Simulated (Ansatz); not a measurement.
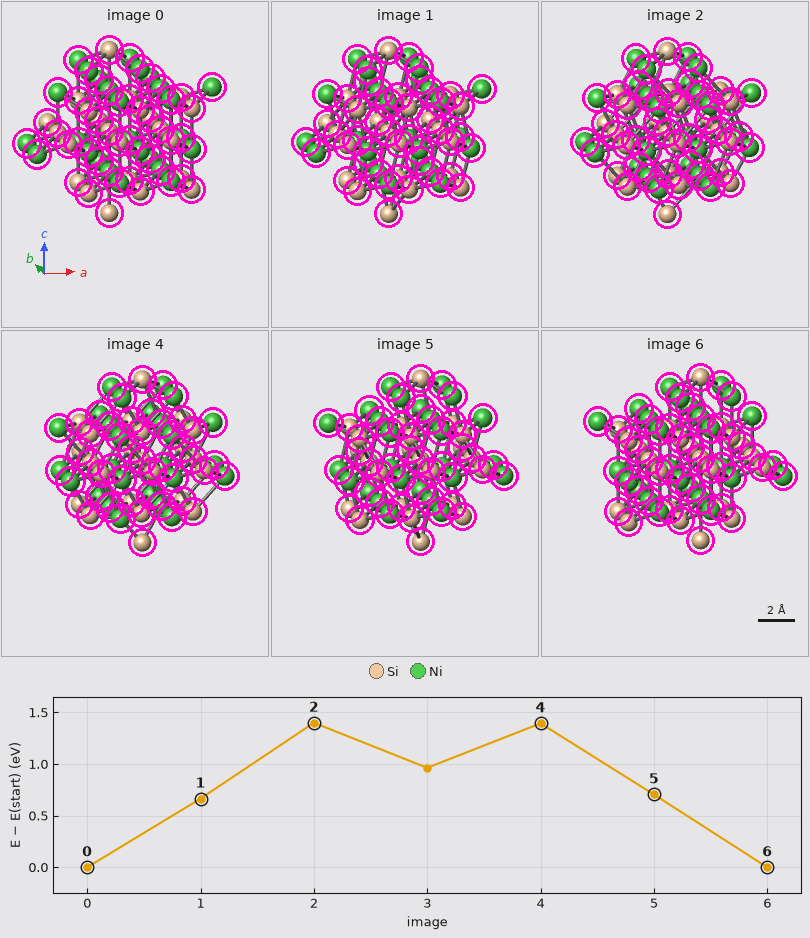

A nudged-elastic-band calculation for a 4-atom cell of SiNi (set up in Pmmn). Images are numbered from 0 (start) to 6 (end). The picture is a ball-and-stick view of the atoms within 5.1 Å of the middle of the path, seen slightly off an axis. The atoms that move most are ringed. Bonds to atoms that aren't drawn are left out.

These are results of DFT, LDA, PAW with Ansatz's default frozen-core files, scalar-relativistic in Ansatz, not measurements. Run with plane-wave cutoff 420 eV; k-point mesh 8 × 7 × 5; Fermi-Dirac smearing 0.05 eV; 5 movable images; climbing image.

Q: What happens along the path, and what is the barrier?

A: The two ends have the same energy, and the highest point, image 2, lies 1.40 eV above the start. The profile has 2 maxima (images 2, 4) with a dip at image 3 (+0.96 eV), so the process runs in steps. The path has more than one stage, and so few images may leave a stage unresolved. A Si atom travels furthest, 2.94 Å from end to end, along +a, on a path that bends up to 0.11 Å away from the straight line. It doesn't move alone: Ni (2.94 Å) moves with it. The band converged in 17 iterations. The largest component of the band force went from 2.8 to 0.022 eV/Å. The climbing image converged on the top of the path. Its curvatures weren't checked.

The run took 8.5 min on 4 threads of AMD EPYC 7R43 64-Core Processor (Zen 3) (shared host), peak memory 1.5 GiB.
